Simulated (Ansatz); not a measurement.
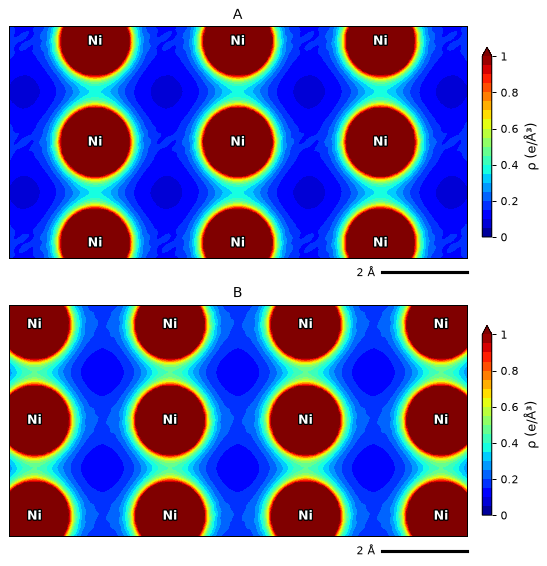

Ni. The valence charge density (pseudo) of two cells that differ in size, on the (011̄) plane of each (indices in the axes of the calculation cell), at one length scale and on one colour scale; one has 11.5 and the other 13.5 Å³ an atom.

Level of theory: Ansatz 0.2.0, DFT, m-r2SCAN, plane waves (500 eV) with PAW, scalar-relativistic.

In a PAW calculation such maps are meaningful between the atoms, not at the nuclei.

**Which panel shows the smaller cell, and what does the compression change?**

Panel B is the smaller cell, by 14 % in volume. From the larger cell to the smaller, Ni–Ni goes from 2.38 to 2.26 Å, and the density at its midpoint from 0.36 to 0.45 e/Å³; the pressure goes from −14 to 8 GPa; the largest moment (Ni) goes from 0.5 to 0.4 μB.
